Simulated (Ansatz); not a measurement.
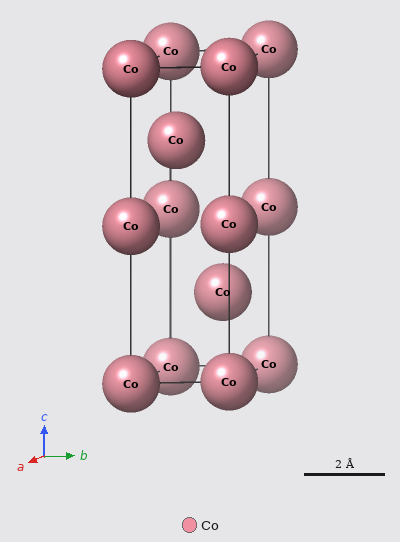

Figure 1. The structure (spheres-only view of the cell of the calculation, seen slightly off an axis). An atom can appear more than once, as a periodic image.

# Run report: Co, single-point calculation

Co (P1, 4 atoms in the cell), computed with DFT PBE, scalar-relativistic, plane waves, PAW (Ansatz 0.2.0).

The structure derives from a Materials Project entry. The run did not end well. It belongs to a series of runs on one base structure; here: atom 4 moved 0.06 A.

The input:
```yaml
crystal:
  lattice:
    - [2.4915950707, 0.0, 0.0]
    - [-1.2457975354, 2.1577846271, 0.0]
    - [0.0, 0.0, 8.093317643]
  atoms:
    - { symbol: Co, position: [-0.00561491, -0.0006182572, -0.000860093], spin: 1.86 }
    - { symbol: Co, position: [0.3277184233, 0.6660484095, 0.249139907], spin: 1.88 }
    - { symbol: Co, position: [-0.00561491, -0.0006182572, 0.499139907], spin: 1.86 }
    - { symbol: Co, position: [0.6835113968, 0.335188105, 0.7525802789], spin: 1.88 }
basis:
  ecutwfc: 420
kpoints:
  mp_grid: { grid: [18, 18, 4] }
hamiltonian:
  xc: pbe
scf:
  occupations: { method: gaussian, width: 0.15 }
output:
  forces: true
  stress: true
  eigenvalues: true
  populations: true
magnetization:
  spin_polarized: true
```

Launch command:
```bash
ansatz run input.yaml --threads 2 --pin off --max-ram 5120MiB --backend cpu --events-out ev --progress --plain --runs-dir out
```

What the program printed:
```
Engine: ansatz 0.2.0, x86_64-unknown-linux-gnu
Pseudopotentials: kind: paw
Pseudopotential: Co, paw, valence charge 17, recommended cutoff 420 eV (normal), Co.paw.azcp
Functional definition: PBE
  parameter kappa = 0.804
  parameter beta = 0.06672455060314922
  exchange = pbe_x(kappa = kappa, mu = beta*pi^2/3)
  correlation = pbe_c(beta = beta)
Crystal: 4 atoms, lattice volume = 43.512 Å³
Basis set: ecut = 420 eV, 825 PW (Γ), exchange–correlation on 36×36×120 points (8 copies of the dense FFT grid, shifted against one another)
Bands: 46, of which v1, the nominal top of the filled ones, is band 34 counted from 1 (33 counted from 0)
Symmetry: 1 space group operations
Space group: P1 (ITA 1), of the structure as read, at distance tolerance 3.5e-5 Å
Magnetic group: BNS 1.1 (UNI 1), of the structure as read, at distance tolerance 3.5e-5 Å
k-points: 652 of 1296 (time reversal used)
Non-local potential: Co, projectors of the file, l = 0: 3, l = 1: 2, l = 2: 3, l = 3: 1
PAW form: soft (Blöchl's): semilocal exchange-correlation on the pseudo side does not see the compensation charge
PAW one-centre angular grid: Co, 590 points (default); XC on 64 Gauss nodes
Initial density: superposition of atomic densities (chi_scale 0.1, normalization cell)
Starting moments: Σ|m| = 7.48 μB on 4 of 4 sites
Initial wavefunctions: pseudopotential atomic-orbital guess
Functional: x = pbe(κ = 0.804, μ = 0.2195149727645171), c = pbe(β = 0.06672455060314922)
SCF iter   1: F=—  HF=-20503.353808 eV  |F-HF|=—  |Δ(HF+E_count)|=         —  Δρ=9.47e-2 (↑4.14e-2 ↓9.47e-2)  dr2=4.60e0  dr2_m=3.15e-1  M=6.930 μB ∫|m|=7.205 μB  β_m=0.30  ethr=3.10e-3  ⟨swp⟩=5.2  Hψ=188361  notcnv=0  defer=1265
Mixer restart at iter 1: flushing history
preconditioner: auto → Kerker (q_TF=auto, 2.939 Å⁻¹)  [metal: Δε(μ)=0.000 eV  Ē_g=9.075 eV  σ=0.150 eV  W_gap=0.00  n_scr=12 (ndim 8)  ℏωp=33.8 eV  f_vac=0.000  D(μ)=3.49/eV (n_scr^D=50)]
spin=Collinear: Kerker preconditioning applied to the charge; magnetization (m = ρ↑ − ρ↓) channel mixes plain (no charge-response kernel on spin).
SCF iter   2: F=—  HF=-20501.950743 eV  |F-HF|=—  |Δ(HF+E_count)|=    1.40e0  Δρ=4.05e-2 (↑1.63e-2 ↓4.05e-2)  dr2=3.12e-1  dr2_m=2.89e-1  M=6.988 μB ∫|m|=7.346 μB  β_m=0.36  ethr=3.10e-3  ⟨swp⟩=2.3  Hψ=97055  notcnv=0  defer=5817
SCF iter   3: F=—  HF=-20503.140458 eV  |F-HF|=—  |Δ(HF+E_count)|=    1.19e0  Δρ=1.94e-2 (↑1.94e-2 ↓9.98e-3)  dr2=3.48e-2  dr2_m=7.10e-2  M=6.831 μB ∫|m|=7.290 μB  β_m=0.54  ethr=4.59e-4  ⟨swp⟩=1.8  Hψ=69752  notcnv=0  defer=5817
SCF iter   4: F=—  HF=-20504.241633 eV  |F-HF|=—  |Δ(HF+E_count)|=    1.10e0  Δρ=1.48e-2 (↑1.48e-2 ↓9.54e-3)  dr2=1.33e-1  dr2_m=6.52e-3  M=6.660 μB ∫|m|=7.209 μB  β_m=0.77  ethr=5.12e-5  ⟨swp⟩=2.0  Hψ=114181  notcnv=0  defer=5817
SCF iter   5: F=—  HF=-20504.593782 eV  |F-HF|=—  |Δ(HF+E_count)|=   3.52e-1  Δρ=5.06e-3 (↑5.06e-3 ↓3.52e-3)  dr2=2.07e-2  dr2_m=7.73e-4  M=6.548 μB ∫|m|=7.155 μB  β_m=0.80  ethr=5.12e-5  ⟨swp⟩=2.0  Hψ=115219  notcnv=0  defer=5837
SCF iter   6: F=—  HF=-20504.602971 eV  |F-HF|=—  |Δ(HF+E_count)|=   9.19e-3  Δρ=2.97e-3 (↑2.97e-3 ↓2.41e-3)  dr2=8.22e-3  dr2_m=2.17e-4  M=6.534 μB ∫|m|=7.154 μB  β_m=0.68  ethr=3.05e-5  ⟨swp⟩=2.0  Hψ=112724  notcnv=0  defer=5826
SCF iter   7: F=—  HF=-20504.603199 eV  |F-HF|=—  |Δ(HF+E_count)|=   2.29e-4  Δρ=6.72e-4 (↑3.71e-4 ↓6.72e-4)  dr2=2.57e-4  dr2_m=5.43e-5  M=6.531 μB ∫|m|=7.157 μB  β_m=0.84  ethr=1.21e-5  ⟨swp⟩=2.0  Hψ=81790  notcnv=0  defer=5819
SCF iter   8: F=—  HF=-20504.603314 eV  |F-HF|=—  |Δ(HF+E_count)|=   1.15e-4  Δρ=1.99e-4 (↑1.98e-4 ↓1.99e-4)  dr2=7.53e-5  dr2_m=1.30e-6  M=6.528 μB ∫|m|=7.158 μB  β_m=0.85  ethr=3.78e-7  ⟨swp⟩=2.2  Hψ=81852  notcnv=0  defer=5815
SCF iter   9: F=—  HF=-20504.603317 eV  |F-HF|=—  |Δ(HF+E_count)|=   2.02e-6  Δρ=1.67e-4 (↑4.18e-5 ↓1.67e-4)  dr2=1.04e-5  dr2_m=2.60e-6  M=6.528 μB ∫|m|=7.158 μB  β_m=0.92  ethr=1.11e-7  ⟨swp⟩=1.2  Hψ=63567  notcnv=0  defer=5815
SCF iter  10: F=—  HF=-20504.603320 eV  |F-HF|=—  |Δ(HF+E_count)|=   3.62e-6  Δρ=1.18e-4 (↑9.29e-5 ↓1.18e-4)  dr2=9.83e-6  dr2_m=6.51e-7  M=6.528 μB ∫|m|=7.158 μB  β_m=0.78  ethr=1.53e-8  ⟨swp⟩=2.0  Hψ=102161  notcnv=0  defer=5815
SCF iter  11: F=—  HF=-20504.603319 eV  |F-HF|=—  |Δ(HF+E_count)|=   7.76e-7  Δρ=8.19e-5 (↑4.98e-5 ↓8.19e-5)  dr2=7.66e-6  dr2_m=2.40e-7  M=6.528 μB ∫|m|=7.158 μB  β_m=0.69  ethr=1.45e-8  ⟨swp⟩=2.0  Hψ=91754  notcnv=0  defer=5815
SCF iter  12: F=—  HF=-20504.603318 eV  |F-HF|=—  |Δ(HF+E_count)|=   9.47e-7  Δρ=1.50e-5 (↑1.17e-5 ↓1.50e-5)  dr2=1.60e-7  dr2_m=1.03e-8  M=6.528 μB ∫|m|=7.158 μB  β_m=0.85  ethr=1.13e-8  ⟨swp⟩=2.2  Hψ=77209  notcnv=0  defer=5815
SCF iter  13: F=—  HF=-20504.603319 eV  |F-HF|=—  |Δ(HF+E_count)|=   2.41e-7  Δρ=1.72e-5 (↑9.71e-6 ↓1.72e-5)  dr2=2.01e-7  dr2_m=1.21e-8  M=6.528 μB ∫|m|=7.158 μB  β_m=0.85  ethr=2.36e-10  ⟨swp⟩=1.9  Hψ=69591  notcnv=0  defer=5815
```

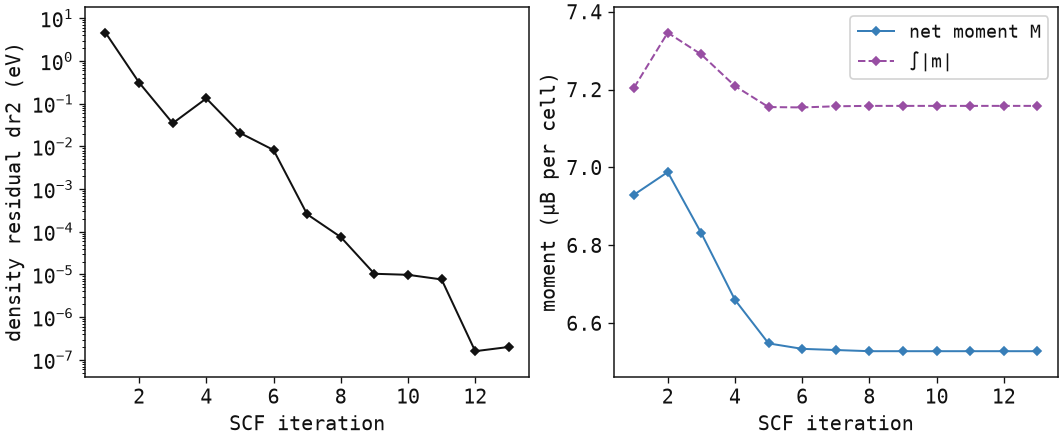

Figure 2. Convergence of the self-consistent field: density residual dr2 and magnetic moment against the SCF iteration. The run ended after 13 iterations. The net moment goes from 6.9 to 6.5 μB per cell.

What the run reported:

| quantity | value |
| --- | --- |
| outcome | stopped at the time limit |
| space group (tolerance 0.01 Å) | P1 (1) |
| hardware | 2 threads of Intel Xeon @ 2.50GHz (Skylake/Cascade Lake), 189 GiB of memory available, shared host |
| wall time | 4.7 min (CPU time 9 min) |
| peak memory | 1.9 GiB |

What went wrong:

The run was cut off by its time limit, so the output is incomplete.
